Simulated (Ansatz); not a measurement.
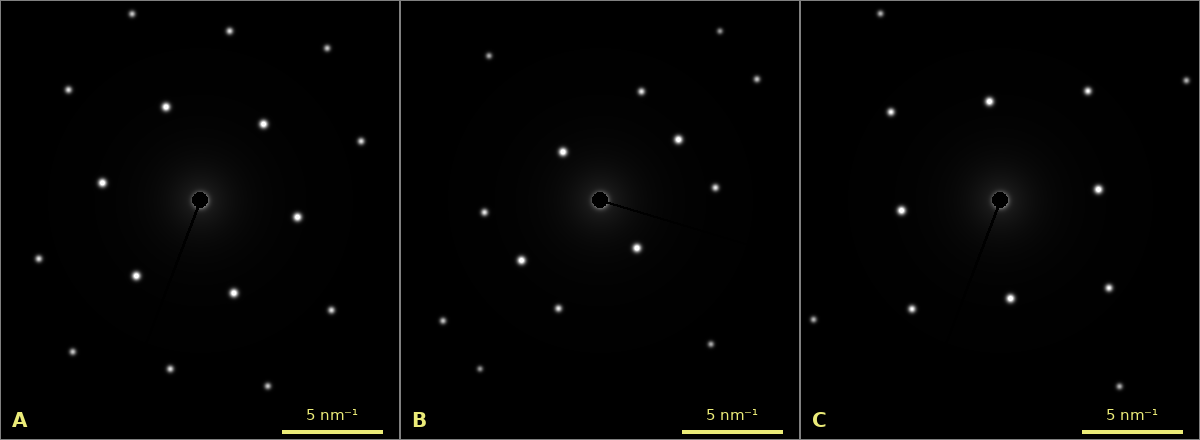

Computed electron diffraction patterns, 120 kV, single scattering only, B = 0.5 Å².

All three come from W, space group Fd-3m (No. 227), a = 5.71 Å. Structure: coordinates from a relaxation with DFT, LDA (PW92), plane waves (420 eV) with PAW, scalar-relativistic in Ansatz; the starting structure was generated, so it need not be a known form of this composition.

### Assign the zone axes [001], [111], [211] to A, B and C.

A is [111]: hexagonal net of -2 2 0 at d = 2.02 Å and -2 0 2 at d = 2.02 Å, at 60.0°. B is [211]: rectangular net of -1 1 1 at d = 3.30 Å and 0 -2 2 at d = 2.02 Å, at 90.0°. C is [001]: square net of 2 -2 0 at d = 2.02 Å and 2 2 0 at d = 2.02 Å, at 90.0°.
